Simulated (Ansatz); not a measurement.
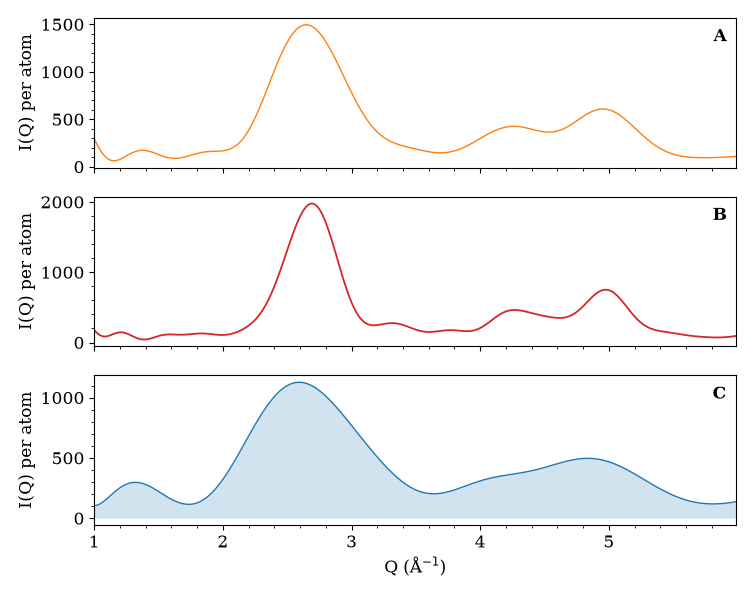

X-ray scattering of spheres cut from the crystal structure of Ge (R-3m, a = 2.970 Å, b = 2.970 Å, c = 21.723 Å, α = 90.00°, β = 90.00°, γ = 120.00°), calculated atom by atom with the Debye equation (B = 0.5 Å², no relaxation of the surface). It is based on the end point of a relaxation with DFT PBEsol, scalar-relativistic, plane waves, PAW in Ansatz 0.2.0; the starting structure was generated, so it need not be a known form of this composition.

The spheres are 10, 14 and 20 Å across. Which curve is which?

Answer. curve A: 14 Å (69 atoms); curve B: 20 Å (231 atoms); curve C: 10 Å (21 atoms). Peak widths go roughly as 2π/D, so the largest sphere has the sharpest peaks.

Index the main peaks of the largest sphere.

Answer. Q ≈ 2.69 Å⁻¹: 009 + 104 + 015; Q ≈ 4.27 Å⁻¹: 110; Q ≈ 4.97 Å⁻¹: 119 + 024 + 205.
